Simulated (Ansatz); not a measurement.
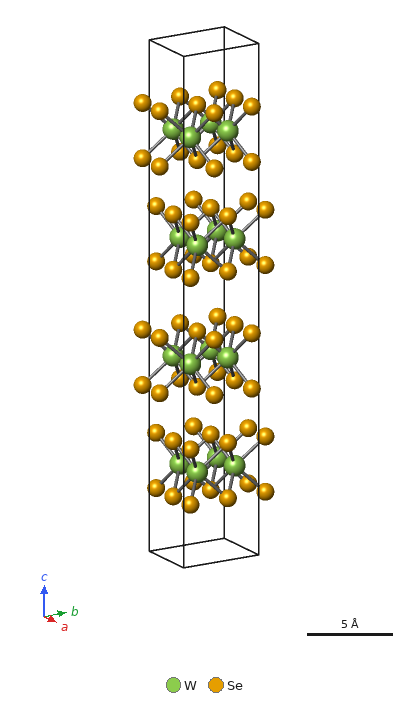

*The structure as given in the input (ball-and-stick view of the 2 × 2 repeat of the cell, with the vacuum cut short, seen slightly off an axis; bonded neighbours outside the cell are drawn too).*

Run report: WSe2 (charge −1), geometry relaxation (part 1 of 3)

The run: geometry relaxation of WSe2 (P-3m1, 12 atoms in the cell, total charge −1). Method and program: DFT, PBE, plane waves, PAW, Ueff = 5 eV on W d, no spin polarisation (Ansatz 0.2.0).

The structure derives from a Materials Project entry.

## Input file
```yaml
crystal:
  lattice:
    - [3.3178488582, 0.0, 0.0]
    - [-1.6589244291, 2.8733413971, 0.0]
    - [0.0, 0.0, 36.41830731]
  atoms:
    - { symbol: W, position: [0.66666667, 0.33333333, 0.90611047] }
    - { symbol: W, position: [0.66666667, 0.33333333, 0.280468] }
    - { symbol: W, position: [0.33333333, 0.66666667, 0.719532] }
    - { symbol: W, position: [0.33333333, 0.66666667, 0.09388953] }
    - { symbol: Se, position: [0.33333333, 0.66666667, 0.95178674] }
    - { symbol: Se, position: [0.33333333, 0.66666667, 0.32610682] }
    - { symbol: Se, position: [0.66666667, 0.33333333, 0.76520455] }
    - { symbol: Se, position: [0.66666667, 0.33333333, 0.1395502] }
    - { symbol: Se, position: [0.33333333, 0.66666667, 0.8604498] }
    - { symbol: Se, position: [0.33333333, 0.66666667, 0.23479545] }
    - { symbol: Se, position: [0.66666667, 0.33333333, 0.67389318] }
    - { symbol: Se, position: [0.66666667, 0.33333333, 0.04821326] }
basis:
  ecutwfc: 420
kpoints:
  mp_grid: { grid: [12, 12, 1] }
hamiltonian:
  xc: pbe
  hubbard: { sites: [{ species: W, l: d, u_eff: 5.0 }], double_counting: fll }
scf:
  occupations: { method: gaussian, width: 0.02 }
output:
  forces: true
  eigenvalues: true
  stress: true
relax:
  adjacent_minimum: "off"
  f_tol: 0.005
  max_steps: 80
  cell: { stress_tol: 0.05 }
total_charge: -1
```

Hardware: 4 threads of Intel Xeon (Granite Rapids), 32 GiB of memory available, shared host.

Launch command:
```bash
ansatz run input.yaml --threads 4 --pin off --max-ram 10240MiB --backend cpu --events-out ev --progress --plain --runs-dir out
```

## What the program printed
```
W: projections on atomic orbitals take those of the free atom [Kr 4d10 4f14] 5s2 5p6 5d4 6s2, of charge +0.00 (hamiltonian.pseudopotentials.projection_atoms); the dataset's partial waves leave at most 6.5e-5 of an orbital's norm unspanned inside its sphere
Se: projections on atomic orbitals take those of the free atom [Ar] 3d10 4s2 4p4, of charge +0.00 (hamiltonian.pseudopotentials.projection_atoms); the dataset's partial waves leave at most 2.3e-6 of an orbital's norm unspanned inside its sphere
Engine: ansatz 0.2.0, x86_64-unknown-linux-gnu
Pseudopotentials: kind: paw
Pseudopotential: W, paw, valence charge 14, recommended cutoff 420 eV (normal), W.paw.azcp
Pseudopotential: Se, paw, valence charge 16, recommended cutoff 420 eV (normal), Se.paw.azcp
Functional definition: PBE
  parameter kappa = 0.804
  parameter beta = 0.06672455060314922
  exchange = pbe_x(kappa = kappa, mu = beta*pi^2/3)
  correlation = pbe_c(beta = beta)
Crystal: 12 atoms, lattice volume = 347.187 Å³
Basis set: ecut = 420 eV, 6901 PW (Γ), exchange–correlation on 48×48×500 points (8 copies of the dense FFT grid, shifted against one another)
Bands: 111, of which v1, the nominal top of the filled ones, is band 93 counted from 1 (92 counted from 0)
Symmetry: 12 space group operations
Space group: P-3m1 (ITA 164), of the structure as read, at distance tolerance 7.0e-5 Å
k-points: 19 of 144
Non-local potential: W, projectors of the file, l = 0: 3, l = 1: 2, l = 2: 2, l = 3: 1
Non-local potential: Se, projectors of the file, l = 0: 2, l = 1: 2, l = 2: 3, l = 3: 1
PAW form: soft (Blöchl's): semilocal exchange-correlation on the pseudo side does not see the compensation charge
PAW one-centre angular grid: W, 590 points (default); XC on 64 Gauss nodes
PAW one-centre angular grid: Se, 590 points (default); XC on 64 Gauss nodes
Initial density: superposition of atomic densities (neutral atoms scaled as one to the charged cell's electrons: chi_scale 0, normalization atom)
Initial wavefunctions: pseudopotential atomic-orbital guess
Functional: x = pbe(κ = 0.804, μ = 0.2195149727645171), c = pbe(β = 0.06672455060314922)
SCF iter   1: F=—  HF=-85381.054689 eV  |F-HF|=—  |Δ(HF+E_count)|=         —  Δρ=1.70e-1  dr2=1.91e4  ethr=3.10e-3  ⟨swp⟩=8.3  Hψ=8803  notcnv=0  defer=25
preconditioner: auto → LDOS  [metal: Δε(μ)=0.007 eV  Ē_g=7.877 eV  σ=0.020 eV  W_gap=0.18  n_scr=106 (ndim 8)  ℏωp=16.9 eV  f_vac=0.281  D(μ)=22.36/eV (n_scr^D=224)  β→1.0]
SCF iter   2: F=—  HF=-85285.203853 eV  |F-HF|=—  |Δ(HF+E_count)|=    9.59e1  Δρ=9.76e-2  dr2=3.66e3  ethr=3.10e-3  ⟨swp⟩=3.9  Hψ=4649  notcnv=0  defer=198
SCF iter   3: F=—  HF=-85277.373557 eV  |F-HF|=—  |Δ(HF+E_count)|=    7.83e0  Δρ=9.64e-2  dr2=9.44e1  ethr=3.10e-3  ⟨swp⟩=6.1  Hψ=7010  notcnv=0  defer=210
SCF iter   4: F=—  HF=-85266.707334 eV  |F-HF|=—  |Δ(HF+E_count)|=    1.07e1  Δρ=4.79e-2  dr2=2.99e1  ethr=3.10e-3  ⟨swp⟩=5.6  Hψ=5929  notcnv=0  defer=213
SCF iter   5: F=—  HF=-85265.603294 eV  |F-HF|=—  |Δ(HF+E_count)|=    1.10e0  Δρ=3.19e-2  dr2=1.96e1  ethr=3.10e-3  ⟨swp⟩=4.6  Hψ=4838  notcnv=0  defer=213
SCF iter   6: F=—  HF=-85264.933408 eV  |F-HF|=—  |Δ(HF+E_count)|=   6.70e-1  Δρ=2.10e-2  dr2=7.67e0  ethr=3.10e-3  ⟨swp⟩=3.6  Hψ=3015  notcnv=0  defer=209
SCF iter   7: F=—  HF=-85267.507556 eV  |F-HF|=—  |Δ(HF+E_count)|=    2.57e0  Δρ=3.15e-2  dr2=2.75e1  ethr=3.10e-3  ⟨swp⟩=5.8  Hψ=4959  notcnv=0  defer=221  recentre
SCF iter   8: F=—  HF=-85265.139286 eV  |F-HF|=—  |Δ(HF+E_count)|=    2.37e0  Δρ=1.57e-2  dr2=1.68e1  ethr=3.10e-3  ⟨swp⟩=5.4  Hψ=3933  notcnv=0  defer=209
SCF iter   9: F=—  HF=-85265.099220 eV  |F-HF|=—  |Δ(HF+E_count)|=   4.01e-2  Δρ=1.02e-2  dr2=1.47e1  ethr=3.10e-3  ⟨swp⟩=2.1  Hψ=2231  notcnv=0  defer=214
SCF iter  10: F=—  HF=-85264.898139 eV  |F-HF|=—  |Δ(HF+E_count)|=   2.01e-1  Δρ=4.77e-3  dr2=4.02e0  ethr=3.10e-3  ⟨swp⟩=3.4  Hψ=3056  notcnv=0  defer=211
SCF iter  11: F=—  HF=-85264.686266 eV  |F-HF|=—  |Δ(HF+E_count)|=   2.12e-1  Δρ=4.95e-3  dr2=1.57e0  ethr=2.17e-3  ⟨swp⟩=2.9  Hψ=2836  notcnv=0  defer=220
SCF iter  12: F=—  HF=-85264.657132 eV  |F-HF|=—  |Δ(HF+E_count)|=   2.91e-2  Δρ=3.03e-3  dr2=2.23e-1  ethr=8.48e-4  ⟨swp⟩=3.0  Hψ=2647  notcnv=0  defer=216
SCF iter  13: F=—  HF=-85264.658210 eV  |F-HF|=—  |Δ(HF+E_count)|=   1.08e-3  Δρ=2.90e-3  dr2=1.22e-1  ethr=1.21e-4  ⟨swp⟩=3.3  Hψ=2400  notcnv=0  defer=221
SCF iter  14: F=—  HF=-85264.739004 eV  |F-HF|=—  |Δ(HF+E_count)|=   8.08e-2  Δρ=3.41e-3  dr2=3.08e0  ethr=6.62e-5  ⟨swp⟩=3.6  Hψ=2710  notcnv=0  defer=218  recentre
SCF iter  15: F=—  HF=-85264.681898 eV  |F-HF|=—  |Δ(HF+E_count)|=   5.71e-2  Δρ=3.10e-3  dr2=1.05e0  ethr=6.62e-5  ⟨swp⟩=4.3  Hψ=2656  notcnv=0  defer=218
SCF iter  16: F=—  HF=-85264.665853 eV  |F-HF|=—  |Δ(HF+E_count)|=   1.60e-2  Δρ=1.37e-3  dr2=1.56e-1  ethr=6.62e-5  ⟨swp⟩=3.2  Hψ=2487  notcnv=0  defer=221
SCF iter  17: F=—  HF=-85264.666343 eV  |F-HF|=—  |Δ(HF+E_count)|=   4.90e-4  Δρ=9.66e-4  dr2=1.14e-1  ethr=6.62e-5  ⟨swp⟩=3.1  Hψ=2041  notcnv=0  defer=216
SCF iter  18: F=—  HF=-85264.664165 eV  |F-HF|=—  |Δ(HF+E_count)|=   2.18e-3  Δρ=7.17e-4  dr2=9.64e-2  ethr=6.14e-5  ⟨swp⟩=1.5  Hψ=2022  notcnv=0  defer=216
SCF iter  19: F=—  HF=-85264.663785 eV  |F-HF|=—  |Δ(HF+E_count)|=   3.80e-4  Δρ=5.06e-4  dr2=7.30e-2  ethr=5.21e-5  ⟨swp⟩=1.8  Hψ=1919  notcnv=0  defer=216
SCF iter  20: F=—  HF=-85264.663826 eV  |F-HF|=—  |Δ(HF+E_count)|=   4.17e-5  Δρ=4.96e-4  dr2=7.32e-2  ethr=3.95e-5  ⟨swp⟩=1.3  Hψ=1899  notcnv=0  defer=216
SCF iter  21: F=—  HF=-85264.663605 eV  |F-HF|=—  |Δ(HF+E_count)|=   2.22e-4  Δρ=4.31e-4  dr2=6.43e-2  ethr=3.95e-5  ⟨swp⟩=1.2  Hψ=1897  notcnv=0  defer=216
SCF iter  22: F=—  HF=-85264.663013 eV  |F-HF|=—  |Δ(HF+E_count)|=   5.91e-4  Δρ=2.35e-4  dr2=2.08e-2  ethr=3.48e-5  ⟨swp⟩=1.2  Hψ=1897  notcnv=0  defer=216
SCF iter  23: F=—  HF=-85264.662985 eV  |F-HF|=—  |Δ(HF+E_count)|=   2.80e-5  Δρ=2.29e-4  dr2=1.49e-2  ethr=1.12e-5  ⟨swp⟩=1.1  Hψ=1896  notcnv=0  defer=215
SCF iter  24: F=—  HF=-85264.662893 eV  |F-HF|=—  |Δ(HF+E_count)|=   9.27e-5  Δρ=5.26e-5  dr2=4.54e-4  ethr=8.04e-6  ⟨swp⟩=1.1  Hψ=1951  notcnv=0  defer=215
SCF iter  25: F=—  HF=-85264.662894 eV  |F-HF|=—  |Δ(HF+E_count)|=   1.24e-6  Δρ=5.73e-5  dr2=1.18e-3  ethr=2.45e-7  ⟨swp⟩=1.2  Hψ=1954  notcnv=0  defer=215
SCF iter  26: F=—  HF=-85264.662884 eV  |F-HF|=—  |Δ(HF+E_count)|=   9.46e-6  Δρ=3.33e-5  dr2=3.02e-4  ethr=2.45e-7  ⟨swp⟩=1.0  Hψ=1894  notcnv=0  defer=215
SCF iter  27: F=—  HF=-85264.662885 eV  |F-HF|=—  |Δ(HF+E_count)|=   6.81e-7  Δρ=1.53e-5  dr2=1.55e-5  ethr=1.64e-7  ⟨swp⟩=1.0  Hψ=1894  notcnv=0  defer=215
SCF iter  28: F=—  HF=-85264.662536 eV  |F-HF|=—  |Δ(HF+E_count)|=   3.49e-4  Δρ=1.03e-5  dr2=6.74e-6  ethr=8.35e-9  ⟨swp⟩=1.3  Hψ=2115  notcnv=0  defer=215
SCF iter  29: F=—  HF=-85264.662536 eV  |F-HF|=—  |Δ(HF+E_count)|=   8.98e-8  Δρ=9.39e-6  dr2=2.40e-5  ethr=3.64e-9  ⟨swp⟩=1.2  Hψ=1921  notcnv=0  defer=215  recentre
SCF iter  30: F=—  HF=-85264.662536 eV  |F-HF|=—  |Δ(HF+E_count)|=   1.39e-7  Δρ=4.96e-6  dr2=6.16e-7  ethr=3.64e-9  ⟨swp⟩=1.2  Hψ=1897  notcnv=0  defer=215
SCF iter  31: F=-85264.662536 eV  HF=-85264.662536 eV  |F-HF|=9.11e-9  |Δ(HF+E_count)|=   1.06e-8  Δρ=3.04e-6  dr2=1.99e-8  ethr=5.41e-11  ⟨swp⟩=16.5  Hψ=13597  notcnv=0
SCF 1 converged in 31 iterations: F = -85264.662536 eV  dr2 = 1.99e-8
  greatest PAW one-centre occupation: 1.000 electrons in one spin orbital (limit 2), on the Se atom at site 8 (counted from 0), in its partial waves of l = 2
relax step   1: F+E_penalty+E_count = -85264.66253598 eV  Δ(F+E_penalty+E_count) = +0.000e0 eV  max|allowed force component| = 1.491e-1 eV/Å  Δτ_max = 0.0000 Å  P = +1.991 GPa  Ω = 347.187 Å³  (31 SCF iters, dr2 threshold 1.00e-7 eV, accepted)
Crystal: 12 atoms, lattice volume = 375.874 Å³
Basis set: ecut = 420 eV, 7315 PW (Γ), exchange–correlation on 48×48×500 points (8 copies of the dense FFT grid, shifted against one another)
Initial density: handed on by an earlier stage of this run
Initial wavefunctions: those handed on with the density
SCF iter   1: F=—  HF=-85266.192721 eV  |F-HF|=—  |Δ(HF+E_count)|=         —  Δρ=1.44e-2  dr2=1.53e1  ethr=3.10e-3  ⟨swp⟩=5.5  Hψ=8615  notcnv=0  defer=26
preconditioner: auto → LDOS  [insulator: Δε(μ)=0.055 eV  Ē_g=8.339 eV  σ=0.020 eV  W_gap=0.67  n_scr=116 (ndim 8)  ℏωp=16.4 eV  f_vac=0.322  D(μ)=4.29/eV (n_scr^D=16)  ε∞_Penn≈4.9  β→1.0]
SCF iter   2: F=—  HF=-85751.257445 eV  |F-HF|=—  |Δ(HF+E_count)|=    4.85e2  Δρ=2.85e-1  dr2=4.78e4  ethr=3.10e-3  ⟨swp⟩=22.7  Hψ=21430  notcnv=0  defer=241  recentre
SCF iter   3: F=—  HF=-85266.029639 eV  |F-HF|=—  |Δ(HF+E_count)|=    4.85e2  Δρ=1.12e-2  dr2=1.02e1  ethr=3.10e-3  ⟨swp⟩=8.0  Hψ=9506  notcnv=0  defer=205
SCF iter   4: F=—  HF=-85265.794250 eV  |F-HF|=—  |Δ(HF+E_count)|=   2.35e-1  Δρ=6.77e-3  dr2=2.60e0  ethr=3.10e-3  ⟨swp⟩=5.0  Hψ=3622  notcnv=0  defer=207
SCF iter   5: F=—  HF=-85265.711515 eV  |F-HF|=—  |Δ(HF+E_count)|=   8.27e-2  Δρ=6.11e-3  dr2=1.23e0  ethr=1.41e-3  ⟨swp⟩=7.1  Hψ=4207  notcnv=0  defer=214
SCF iter   6: F=—  HF=-85265.640653 eV  |F-HF|=—  |Δ(HF+E_count)|=   7.09e-2  Δρ=3.22e-3  dr2=6.26e-2  ethr=6.64e-4  ⟨swp⟩=5.1  Hψ=3108  notcnv=0  defer=238
SCF iter   7: F=—  HF=-85265.763677 eV  |F-HF|=—  |Δ(HF+E_count)|=   1.23e-1  Δρ=5.33e-3  dr2=5.11e0  ethr=3.38e-5  ⟨swp⟩=7.7  Hψ=3890  notcnv=0  defer=239
SCF iter   8: F=—  HF=-85265.666072 eV  |F-HF|=—  |Δ(HF+E_count)|=   9.76e-2  Δρ=3.16e-3  dr2=4.19e-1  ethr=3.38e-5  ⟨swp⟩=8.6  Hψ=5125  notcnv=0  defer=220
SCF iter   9: F=—  HF=-85265.656161 eV  |F-HF|=—  |Δ(HF+E_count)|=   9.91e-3  Δρ=1.88e-3  dr2=2.51e-1  ethr=3.38e-5  ⟨swp⟩=6.0  Hψ=3561  notcnv=0  defer=216
SCF iter  10: F=—  HF=-85265.645072 eV  |F-HF|=—  |Δ(HF+E_count)|=   1.11e-2  Δρ=1.27e-3  dr2=9.24e-2  ethr=3.38e-5  ⟨swp⟩=6.5  Hψ=3354  notcnv=0  defer=217
SCF iter  11: F=—  HF=-85265.644021 eV  |F-HF|=—  |Δ(HF+E_count)|=   1.05e-3  Δρ=1.47e-3  dr2=1.70e-1  ethr=3.38e-5  ⟨swp⟩=5.4  Hψ=2870  notcnv=0  defer=221
SCF iter  12: F=—  HF=-85265.639647 eV  |F-HF|=—  |Δ(HF+E_count)|=   4.37e-3  Δρ=4.78e-4  dr2=3.02e-3  ethr=3.38e-5  ⟨swp⟩=3.2  Hψ=2288  notcnv=0  defer=213
SCF iter  13: F=—  HF=-85265.648439 eV  |F-HF|=—  |Δ(HF+E_count)|=   8.79e-3  Δρ=1.32e-3  dr2=2.05e-1  ethr=1.63e-6  ⟨swp⟩=4.2  Hψ=2739  notcnv=0  defer=220
SCF iter  14: F=—  HF=-85265.644237 eV  |F-HF|=—  |Δ(HF+E_count)|=   4.20e-3  Δρ=1.19e-3  dr2=1.75e-1  ethr=1.63e-6  ⟨swp⟩=2.4  Hψ=2517  notcnv=0  defer=215
SCF iter  15: F=—  HF=-85265.640123 eV  |F-HF|=—  |Δ(HF+E_count)|=   4.11e-3  Δρ=1.84e-4  dr2=2.13e-3  ethr=1.63e-6  ⟨swp⟩=3.5  Hψ=2506  notcnv=0  defer=221
SCF iter  16: F=—  HF=-85265.640129 eV  |F-HF|=—  |Δ(HF+E_count)|=   5.60e-6  Δρ=1.18e-4  dr2=6.08e-5  ethr=1.15e-6  ⟨swp⟩=1.8  Hψ=2031  notcnv=0  defer=218
SCF iter  17: F=—  HF=-85265.639785 eV  |F-HF|=—  |Δ(HF+E_count)|=   3.43e-4  Δρ=9.69e-5  dr2=6.43e-4  ethr=3.29e-8  ⟨swp⟩=2.2  Hψ=3765  notcnv=0  defer=214
SCF iter  18: F=—  HF=-85265.639826 eV  |F-HF|=—  |Δ(HF+E_count)|=   4.11e-5  Δρ=1.48e-4  dr2=2.47e-3  ethr=3.29e-8  ⟨swp⟩=2.1  Hψ=2382  notcnv=0  defer=214  recentre
SCF iter  19: F=—  HF=-85265.639803 eV  |F-HF|=—  |Δ(HF+E_count)|=   2.36e-5  Δρ=1.03e-4  dr2=1.27e-3  ethr=3.29e-8  ⟨swp⟩=2.2  Hψ=2405  notcnv=0  defer=214
SCF iter  20: F=—  HF=-85265.639769 eV  |F-HF|=—  |Δ(HF+E_count)|=   3.39e-5  Δρ=3.33e-5  dr2=3.09e-5  ethr=3.29e-8  ⟨swp⟩=2.1  Hψ=2261  notcnv=0  defer=214
SCF iter  21: F=—  HF=-85265.639770 eV  |F-HF|=—  |Δ(HF+E_count)|=   1.15e-6  Δρ=2.56e-5  dr2=5.26e-6  ethr=1.67e-8  ⟨swp⟩=2.1  Hψ=2167  notcnv=0  defer=214
SCF iter  22: F=—  HF=-85265.639771 eV  |F-HF|=—  |Δ(HF+E_count)|=   8.82e-7  Δρ=1.55e-5  dr2=7.64e-6  ethr=2.84e-9  ⟨swp⟩=2.1  Hψ=2281  notcnv=0  defer=214
SCF iter  23: F=—  HF=-85265.639771 eV  |F-HF|=—  |Δ(HF+E_count)|=   3.07e-7  Δρ=1.14e-5  dr2=6.26e-6  ethr=2.84e-9  ⟨swp⟩=1.2  Hψ=1898  notcnv=0  defer=214
SCF iter  24: F=—  HF=-85265.639771 eV  |F-HF|=—  |Δ(HF+E_count)|=   7.57e-8  Δρ=6.03e-6  dr2=2.72e-6  ethr=2.84e-9  ⟨swp⟩=1.2  Hψ=1898  notcnv=0  defer=214
SCF iter  25: F=-85265.639771 eV  HF=-85265.639771 eV  |F-HF|=3.68e-7  |Δ(HF+E_count)|=   5.69e-8  Δρ=2.19e-6  dr2=4.41e-7  ethr=6.49e-10  ⟨swp⟩=14.2  Hψ=11595  notcnv=0
SCF 2 converged in 25 iterations: F = -85265.639771 eV  dr2 = 4.41e-7
[... from here on the iterations of each SCF are left out, up to the last one ...]
relax step   2: F+E_penalty+E_count = -85265.63977102 eV  Δ(F+E_penalty+E_count) = -9.772e-1 eV  max|allowed force component| = 2.422e-1 eV/Å  Δτ_max = 0.1940 Å  P = -1.554 GPa  Ω = 375.874 Å³  energy of the carried Pulay correction = -3.479e-3 eV  (25 SCF iters, dr2 threshold 1.20e-6 eV, rejected (line search))
[... from here on the SCF iterations and repeated set-up lines of each step are left out, up to the last step ...]
SCF 3 converged in 35 iterations: F = -85265.145660 eV  dr2 = 3.14e-11
relax step   3: F+E_penalty+E_count = -85265.14565984 eV  Δ(F+E_penalty+E_count) = -4.831e-1 eV  max|allowed force component| = 8.776e-2 eV/Å  Δτ_max = 0.0948 Å  P = -0.026 GPa  Ω = 356.561 Å³  energy of the carried Pulay correction = -1.168e-3 eV  (35 SCF iters, accepted)
SCF 4 converged in 18 iterations: F = -85265.188724 eV  dr2 = 6.76e-7
relax step   4: F+E_penalty+E_count = -85265.18872448 eV  Δ(F+E_penalty+E_count) = -4.306e-2 eV  max|allowed force component| = 3.682e-2 eV/Å  Δτ_max = 0.0985 Å  P = -0.170 GPa  Ω = 357.151 Å³  energy of the carried Pulay correction = -1.240e-3 eV  (18 SCF iters, dr2 threshold 6.88e-7 eV, accepted)
SCF 5 converged in 24 iterations: F = -85265.052414 eV  dr2 = 5.94e-8
relax step   5: F+E_penalty+E_count = -85265.05241358 eV  Δ(F+E_penalty+E_count) = +1.363e-1 eV  max|allowed force component| = 4.291e-2 eV/Å  Δτ_max = 0.1494 Å  P = -0.075 GPa  Ω = 352.640 Å³  energy of the carried Pulay correction = -6.832e-4 eV  (24 SCF iters, dr2 threshold 9.19e-8 eV, accepted)
SCF 6 converged in 18 iterations: F = -85264.822140 eV  dr2 = 9.86e-8
relax step   6: F+E_penalty+E_count = -85264.82214010 eV  Δ(F+E_penalty+E_count) = +2.303e-1 eV  max|allowed force component| = 5.970e-2 eV/Å  Δτ_max = 0.1935 Å  P = +0.001 GPa  Ω = 345.527 Å³  energy of the carried Pulay correction = +2.102e-4 eV  (18 SCF iters, dr2 threshold 1.15e-7 eV, accepted)
SCF 7 converged in 20 iterations: F = -85264.580927 eV  dr2 = 5.46e-8
relax step   7: F+E_penalty+E_count = -85264.58092748 eV  Δ(F+E_penalty+E_count) = +2.412e-1 eV  max|allowed force component| = 6.402e-2 eV/Å  Δτ_max = 0.1904 Å  P = +0.086 GPa  Ω = 338.467 Å³  energy of the carried Pulay correction = +1.115e-3 eV  (20 SCF iters, dr2 threshold 2.23e-7 eV, accepted)
SCF 8 converged in 21 iterations: F = -85264.357926 eV  dr2 = 2.42e-7
relax step   8: F+E_penalty+E_count = -85264.35792567 eV  Δ(F+E_penalty+E_count) = +2.230e-1 eV  max|allowed force component| = 8.685e-2 eV/Å  Δτ_max = 0.1920 Å  P = +0.202 GPa  Ω = 332.046 Å³  energy of the carried Pulay correction = +1.955e-3 eV  (21 SCF iters, dr2 threshold 2.56e-7 eV, accepted)
SCF 9 converged in 12 iterations: F = -85264.151174 eV  dr2 = 2.30e-7
relax step   9: F+E_penalty+E_count = -85264.15117415 eV  Δ(F+E_penalty+E_count) = +2.068e-1 eV  max|allowed force component| = 1.210e-1 eV/Å  Δτ_max = 0.1922 Å  P = +0.320 GPa  Ω = 325.978 Å³  energy of the carried Pulay correction = +2.763e-3 eV  (12 SCF iters, dr2 threshold 4.71e-7 eV, accepted)
SCF 10 converged in 11 iterations: F = -85263.932607 eV  dr2 = 3.68e-7
relax step  10: F+E_penalty+E_count = -85263.93260654 eV  Δ(F+E_penalty+E_count) = +2.186e-1 eV  max|allowed force component| = 1.487e-1 eV/Å  Δτ_max = 0.1924 Å  P = +0.344 GPa  Ω = 319.901 Å³  energy of the carried Pulay correction = +3.587e-3 eV  (11 SCF iters, dr2 threshold 9.15e-7 eV, accepted)
SCF 11 converged in 12 iterations: F = -85263.805432 eV  dr2 = 2.96e-7
relax step  11: F+E_penalty+E_count = -85263.80543187 eV  Δ(F+E_penalty+E_count) = +1.272e-1 eV  max|allowed force component| = 5.924e-2 eV/Å  Δτ_max = 0.1946 Å  P = +0.055 GPa  Ω = 316.028 Å³  energy of the carried Pulay correction = +4.120e-3 eV  (12 SCF iters, dr2 threshold 1.20e-6 eV, accepted)
SCF 12 converged in 19 iterations: F = -85263.607853 eV  dr2 = 2.71e-8
relax step  12: F+E_penalty+E_count = -85263.60785258 eV  Δ(F+E_penalty+E_count) = +1.976e-1 eV  max|allowed force component| = 1.309e-1 eV/Å  Δτ_max = 0.1987 Å  P = +0.424 GPa  Ω = 310.907 Å³  energy of the carried Pulay correction = +4.834e-3 eV  (19 SCF iters, dr2 threshold 2.19e-7 eV, accepted)
SCF 13 converged in 22 iterations: F = -85263.573068 eV  dr2 = 1.37e-7
relax step  13: F+E_penalty+E_count = -85263.57306796 eV  Δ(F+E_penalty+E_count) = +3.478e-2 eV  max|allowed force component| = 1.657e-1 eV/Å  Δτ_max = 0.1984 Å  P = -0.662 GPa  Ω = 309.442 Å³  energy of the carried Pulay correction = +5.041e-3 eV  (22 SCF iters, dr2 threshold 1.07e-6 eV, accepted)
SCF 14 converged in 14 iterations: F = -85263.276925 eV  dr2 = 2.31e-7
relax step  14: F+E_penalty+E_count = -85263.27692527 eV  Δ(F+E_penalty+E_count) = +2.961e-1 eV  max|allowed force component| = 6.491e-2 eV/Å  Δτ_max = 0.1950 Å  P = +0.173 GPa  Ω = 302.590 Å³  energy of the carried Pulay correction = +6.019e-3 eV  (14 SCF iters, dr2 threshold 1.20e-6 eV, accepted)
SCF 15 converged in 18 iterations: F = -85263.171054 eV  dr2 = 1.50e-8
```
